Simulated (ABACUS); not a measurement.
**Band-structure run, with input and output: HfO$_{2}$ (part 2 of 2)**

HfO$_{2}$ (P4₂/nmc, 6 atoms in the cell); Kohn-Sham DFT of a periodic cell, PBEsol, PseudoDojo NC SR 0.5 PBE stringent, no spin polarisation (ABACUS 3.10.1); cutoff 1795.95 eV, fermi-dirac of 0.05 eV. The structure derives from a Materials Project entry. It belongs to a series of runs on one base structure; here: bands on the converged density.

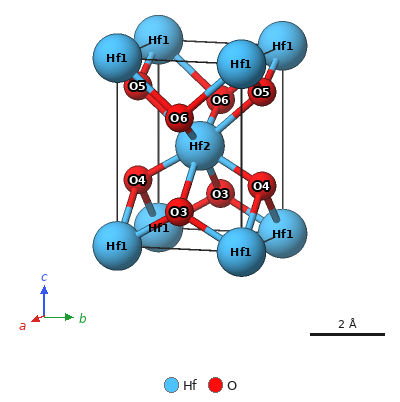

Figure 1. The input geometry (ball-and-stick view of the cell of the calculation, seen slightly off an axis; atoms are numbered from 1 in the order of the input). An atom can appear more than once, as a periodic image.

### Output, continued
```
 2/15 kpoint (Cartesian) = 0.0000 0.023421 0.0000 (11321 pws)
       1       -45.5925      0.0350877
       2       -45.5758      0.0350877
       3       -14.6973      0.0350877
       4       -14.3503      0.0350877
       5       -14.3262      0.0350877
       6       -14.2641      0.0350877
       7       -14.2380      0.0350877
       8       -14.2149      0.0350877
       9       -3.44815      0.0350877
      10       -1.85316      0.0350877
      11       -1.51673      0.0350877
      12       -1.04306      0.0350877
      13        4.79007      0.0350877
      14        4.79449      0.0350877
      15        4.79477      0.0350877
      16        4.80942      0.0350877
      17        4.81358      0.0350877
      18        4.84280      0.0350877
      19        4.85638      0.0350877
      20        4.85857      0.0350877
      21        4.85894      0.0350877
      22        4.86853      0.0350877
      23        4.87005      0.0350877
      24        4.87879      0.0350877
      25        4.88035      0.0350877
      26        5.05765      0.0350877
      27        9.07663      0.0350877
      28        9.73977      0.0350877
      29        9.96751      0.0350877
      30        10.1588      0.0350877
      31        11.7847      0.0350877
      32        11.8917      0.0350877
      33        13.1514      0.0350877
      34        13.1708      0.0350877
      35        13.8593      0.0350877
      36        14.3330      0.0350877
      37        14.4106      0.0350877
      38        14.4434      0.0350877
      39        19.2693    8.55573e-32
      40        19.3355    2.27724e-32
      41        20.4574    4.09654e-42
      42        20.6763    5.14631e-44
      43        21.0850    1.45063e-47
      44        22.1240    1.36921e-56
      45        23.4598    3.42014e-68
      46        23.6238    1.28754e-69
      47        25.2384    1.21650e-83
      48        25.4035    4.48466e-85
      49        25.8202    1.07741e-88
      50        28.1463        0.00000
      51        28.3351        0.00000
      52        29.2767        0.00000

 3/15 kpoint (Cartesian) = 0.0000 0.046843 0.0000 (11327 pws)
       1       -45.5906      0.0350877
       2       -45.5756      0.0350877
       3       -14.6674      0.0350877
       4       -14.4046      0.0350877
       5       -14.3179      0.0350877
       6       -14.3029      0.0350877
       7       -14.2745      0.0350877
       8       -14.2181      0.0350877
       9       -3.26022      0.0350877
      10       -1.81113      0.0350877
      11       -1.52857      0.0350877
      12       -1.10619      0.0350877
      13        4.78505      0.0350877
      14        4.79650      0.0350877
      15        4.79727      0.0350877
      16        4.80986      0.0350877
      17        4.82063      0.0350877
      18        4.84203      0.0350877
      19        4.85054      0.0350877
      20        4.85244      0.0350877
      21        4.85836      0.0350877
      22        4.86520      0.0350877
      23        4.86967      0.0350877
      24        4.87721      0.0350877
      25        4.88084      0.0350877
      26        5.03110      0.0350877
      27        9.09247      0.0350877
      28        9.82673      0.0350877
      29        10.1109      0.0350877
      30        10.6835      0.0350877
      31        11.5277      0.0350877
      32        11.8987      0.0350877
      33        12.9630      0.0350877
      34        13.0152      0.0350877
      35        13.8447      0.0350877
      36        13.9639      0.0350877
      37        14.3019      0.0350877
      38        14.4749      0.0350877
      39        19.4785    1.30542e-33
      40        19.6636    3.21708e-35
      41        20.3543    3.22528e-41
      42        20.6700    5.84069e-44
      43        21.5514    1.29073e-51
      44        22.2500    1.10288e-57
      45        23.1155    3.35110e-65
      46        23.6445    8.51163e-70
      47        24.7391    2.64475e-79
      48        25.3002    3.53865e-84
      49        25.5035    6.06824e-86
      50        27.7695        0.00000
      51        28.4285        0.00000
      52        29.3997        0.00000

 4/15 kpoint (Cartesian) = 0.0000 0.070264 0.0000 (11309 pws)
       1       -45.5878      0.0350877
       2       -45.5756      0.0350877
       3       -14.6221      0.0350877
       4       -14.4742      0.0350877
       5       -14.3899      0.0350877
       6       -14.3052      0.0350877
       7       -14.2963      0.0350877
       8       -14.2237      0.0350877
       9       -2.98530      0.0350877
      10       -1.78755      0.0350877
      11       -1.53753      0.0350877
      12       -1.18764      0.0350877
      13        4.78220      0.0350877
      14        4.80020      0.0350877
      15        4.80074      0.0350877
      16        4.81040      0.0350877
      17        4.82481      0.0350877
      18        4.83872      0.0350877
      19        4.84115      0.0350877
      20        4.84978      0.0350877
      21        4.85541      0.0350877
      22        4.85724      0.0350877
      23        4.87182      0.0350877
      24        4.87913      0.0350877
      25        4.88151      0.0350877
      26        4.99393      0.0350877
      27        9.28215      0.0350877
      28        9.93344      0.0350877
      29        10.3433      0.0350877
      30        11.1021      0.0350877
      31        11.4529      0.0350877
      32        11.9266      0.0350877
      33        12.6713      0.0350877
      34        12.7239      0.0350877
      35        13.4987      0.0350877
      36        13.7880      0.0350877
      37        14.2583      0.0350877
      38        14.4990      0.0350877
      39        19.6402    5.13470e-35
      40        20.0397    1.74027e-38
      41        20.1405    2.32107e-39
      42        20.6683    6.04177e-44
      43        21.9922    1.91123e-55
      44        22.4767    1.18308e-59
      45        22.9514    8.91803e-64
      46        23.6978    2.93182e-70
      47        24.1026    8.93640e-74
      48        25.1195    1.31200e-82
      49        25.1952    2.88963e-83
      50        27.3076        0.00000
      51        28.2104        0.00000
      52        29.1544        0.00000

 5/15 kpoint (Cartesian) = 0.0000 0.093685 0.0000 (11302 pws)
       1       -45.5846      0.0350877
       2       -45.5759      0.0350877
       3       -14.5710      0.0350877
       4       -14.5394      0.0350877
       5       -14.4716      0.0350877
       6       -14.3299      0.0350877
       7       -14.2898      0.0350877
       8       -14.2321      0.0350877
       9       -2.67132      0.0350877
      10       -1.82476      0.0350877
      11       -1.53024      0.0350877
      12       -1.26787      0.0350877
      13        4.78284      0.0350877
      14        4.80440      0.0350877
      15        4.80510      0.0350877
      16        4.81076      0.0350877
      17        4.82483      0.0350877
      18        4.82633      0.0350877
      19        4.84068      0.0350877
      20        4.84803      0.0350877
      21        4.84918      0.0350877
      22        4.85082      0.0350877
      23        4.87547      0.0350877
      24        4.88210      0.0350877
      25        4.88401      0.0350877
      26        4.95567      0.0350877
      27        9.60709      0.0350877
      28        10.0164      0.0350877
      29        10.6544      0.0350877
      30        10.9525      0.0350877
      31        11.9959      0.0350877
      32        12.0563      0.0350877
      33        12.3022      0.0350877
      34        12.3279      0.0350877
      35        13.0386      0.0350877
      36        13.6868      0.0350877
      37        14.2634      0.0350877
      38        14.4983      0.0350877
      39        19.6619    3.33011e-35
      40        19.9070    2.47465e-37
      41        20.3522    3.36355e-41
      42        20.6735    5.44305e-44
      43        21.8831    1.69560e-54
      44        22.6831    1.90800e-61
      45        23.3663    2.21952e-67
      46        23.5377    7.20550e-69
      47        23.8116    3.01196e-71
      48        24.8686    1.98580e-80
      49        25.1613    5.68823e-83
      50        26.9206        0.00000
      51        27.9035        0.00000
      52        28.5782        0.00000

 6/15 kpoint (Cartesian) = 0.0000 0.11711 0.0000 (11316 pws)
       1       -45.5815      0.0350877
       2       -45.5770      0.0350877
       3       -14.5821      0.0350877
       4       -14.5654      0.0350877
       5       -14.4821      0.0350877
       6       -14.3748      0.0350877
       7       -14.2733      0.0350877
       8       -14.2434      0.0350877
       9       -2.36927      0.0350877
      10       -1.93671      0.0350877
      11       -1.49448      0.0350877
      12       -1.34723      0.0350877
      13        4.78752      0.0350877
      14        4.80483      0.0350877
      15        4.80750      0.0350877
      16        4.81060      0.0350877
      17        4.82066      0.0350877
      18        4.82377      0.0350877
      19        4.84117      0.0350877
      20        4.84151      0.0350877
      21        4.84638      0.0350877
      22        4.84670      0.0350877
      23        4.87888      0.0350877
      24        4.88215      0.0350877
      25        4.89178      0.0350877
      26        4.92462      0.0350877
      27        9.90706      0.0350877
      28        10.0496      0.0350877
      29        10.9999      0.0350877
      30        11.0295      0.0350877
      31        11.8633      0.0350877
      32        11.8836      0.0350877
      33        12.1277      0.0350877
      34        12.6440      0.0350877
      35        12.6526      0.0350877
      36        13.4762      0.0350877
      37        14.3187      0.0350877
      38        14.4645      0.0350877
      39        19.6048    1.04260e-34
      40        19.7108    1.25261e-35
      41        20.5525    6.12490e-43
      42        20.6753    5.24596e-44
      43        21.7834    1.24432e-53
      44        22.4219    3.54580e-59
      45        23.4878    1.95276e-68
      46        23.6738    4.73793e-70
      47        24.0054    6.24418e-73
      48        24.5727    7.38065e-78
      49        25.5763    1.41454e-86
      50        26.6189        0.00000
      51        27.6565        0.00000
      52        27.9857        0.00000

[... levels at 9 further k points ...]

 --------------------------------------------
 !FINAL_ETOT_IS -17254.49740649750 eV
 --------------------------------------------

 Output bands in file: OUT.HfO2/BANDS_1.dat
```

### Standard output
```
ABACUS v3.10.1

               Atomic-orbital Based Ab-initio Computation at UStc

 dft_functional readin is: pbesol
 dft_functional in pseudopot file is: PBE
 Please make sure this is what you need
 dft_functional readin is: pbesol
 dft_functional in pseudopot file is: PBE
 Please make sure this is what you need

%%%%%%%%%%%%%%%%%%%%%%%%%%%%%%%%%%%%%%%%%%%%%%%%%%%%%%%%%%%%%%%%%%%%%%%%%%%%%%%%%%%%%%%%%%%%%%%%%%%%%%%%%
 Warning: the number of valence electrons in pseudopotential > 4 for Hf: [Xe] 4f14 5d2 6s2
 Pseudopotentials with additional electrons can yield (more) accurate outcomes, but may be less efficient.
 If you're confident that your chosen pseudopotential is appropriate, you can safely ignore this warning.
%%%%%%%%%%%%%%%%%%%%%%%%%%%%%%%%%%%%%%%%%%%%%%%%%%%%%%%%%%%%%%%%%%%%%%%%%%%%%%%%%%%%%%%%%%%%%%%%%%%%%%%%%

 UNIFORM GRID DIM        : 50 * 50 * 72
 UNIFORM GRID DIM(BIG)   : 50 * 50 * 72
 ---------------------------------------------------------
 ---------------------------------------------------------
 SPIN    KPOINTS         PROCESSORS  THREADS
 1       57              4           4
 ---------------------------------------------------------
 Use plane wave basis
 ---------------------------------------------------------
 ELEMENT NATOM       XC
 Hf      2
 O       4
 ---------------------------------------------------------
 Initial plane wave basis and FFT box
 ---------------------------------------------------------
 -------------------------------------------
 NONSELF-CONSISTENT :
 -------------------------------------------
 START CHARGE      : file
 ITER       ETOT/eV          EDIFF/eV         DRHO     TIME/s
 DA1     -1.72544974e+04   0.00000000e+00   0.0000e+00  30.66
```

The run was set up as follows.

### The input
```
INPUT_PARAMETERS
suffix              HfO2
calculation         nscf
basis_type          pw
pseudo_dir          ./
symmetry            -1
dft_functional      pbesol
ecutwfc             132.0
pseudo_rcut         7
nspin               1
nbands              52
ks_solver           dav
smearing_method     fd
smearing_sigma      0.00367493
scf_thr             1e-08
scf_nmax            100
mixing_type         broyden
mixing_beta         0.7
init_chg            file
pw_diag_thr         1e-07
out_band            1
kpar                4
```

### File STRU
```
ATOMIC_SPECIES
Hf 178.4900 Hf.upf
O 15.9990 O.upf

LATTICE_CONSTANT
1.8897261246

LATTICE_VECTORS
3.5580193300 0.0000000000 0.0000000000
0.0000000000 3.5580193300 0.0000000000
0.0000000000 0.0000000000 5.1718612100

ATOMIC_POSITIONS
Direct

Hf
0.0
2
0.0000000000 0.0000000000 0.0000000000 1 1 1
0.5000000000 0.5000000000 0.5000000000 1 1 1

O
0.0
4
0.0000000000 0.5000000000 0.1972078800 1 1 1
0.5000000000 0.0000000000 0.3027921200 1 1 1
0.5000000000 0.0000000000 0.8027921200 1 1 1
0.0000000000 0.5000000000 0.6972078800 1 1 1
```

### File KPT
```
K_POINTS
12
Line
0.00000000 0.00000000 0.00000000 6 // G
0.00000000 0.50000000 0.00000000 6 // X
0.50000000 0.50000000 0.00000000 6 // M
0.00000000 0.00000000 0.00000000 6 // G
0.00000000 0.00000000 0.50000000 6 // Z
0.00000000 0.50000000 0.50000000 6 // R
0.50000000 0.50000000 0.50000000 6 // A
0.00000000 0.00000000 0.50000000 1 // Z
0.00000000 0.50000000 0.00000000 6 // X
0.00000000 0.50000000 0.50000000 1 // R
0.50000000 0.50000000 0.00000000 6 // M
0.50000000 0.50000000 0.50000000 1 // A
```

Command:
```bash
OMP_NUM_THREADS=1 mpirun -np 4 abacus > log
```

### Summary

| quantity | value |
| --- | --- |
| outcome | converged |
| space group (tolerance 0.01 Å) | P4₂/nmc (137) |
| electrons treated | 76 |
| gap on the band path | 4.63 eV |
| hardware | 4 threads of Intel Xeon (Granite Rapids), 128 GiB of memory available, shared host |
| wall time | 32 s (CPU time 2.1 min) |
| peak memory | 1.4 GiB |

### Notes

Spin–orbit coupling is left out, which matters for Hf.
